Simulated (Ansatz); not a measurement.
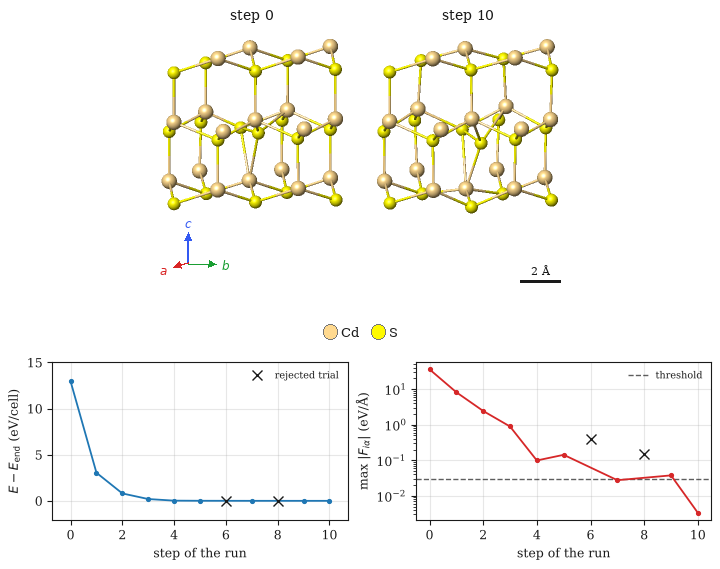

First and last geometry of a relaxation of a defect cell of composition Cd48S49 (cell charge −1), with the history of the run. The picture is a ball-and-stick view of the atoms within 5.8 Å of the atom that moves most (axes of the cell of the calculation (origin shifted)), seen slightly off an axis.

The calculation used Ansatz, DFT, PBEsol, PAW, plane waves. Set-up: plane-wave cutoff 420 eV; k-point mesh 1 × 1 × 1; mesh shifted by (0.25, 0.25, 0.25); collinear spin; atoms relaxed in a fixed cell; force threshold 0.03 eV/Å; at most 80 steps.

**Read the history and describe the run.**

It converged. Over 8 accepted moves (10 points after the start) the energy falls by 12.962 eV per cell of the calculation. The largest force component goes from 36 to 0.0033 eV/Å. The line search rejected the trial steps at points 6, 8 of the run. The forces were under the threshold at step 7, but the run went on from there. An S atom moves most: 0.77 Å along [−3 1 −3]. Largest moves by element: S 0.77 Å, Cd 0.44 Å. The cell doesn't change. Some distances before and after: Cd–S 1.596 → 2.483 Å, Cd–S 1.964 → 2.493 Å, Cd–S 2.810 → 3.159 Å, Cd–S 2.763 → 2.544 Å. Among the angles between lasting bonds that change: Cd–S–S 137.5° → 117.0°, Cd–S–S 66.9° → 85.2°, S–Cd–S 112.1° → 93.9°. The program noted that the starting moments weren't kept. Cost: 50 s on 1 × NVIDIA GB300 Max-Q with 8 threads of Arm Neoverse-V2, peak memory 2.9 GiB.

Limits of the set-up: the cell is charged, on a uniform background, and energies carry no finite-size correction.
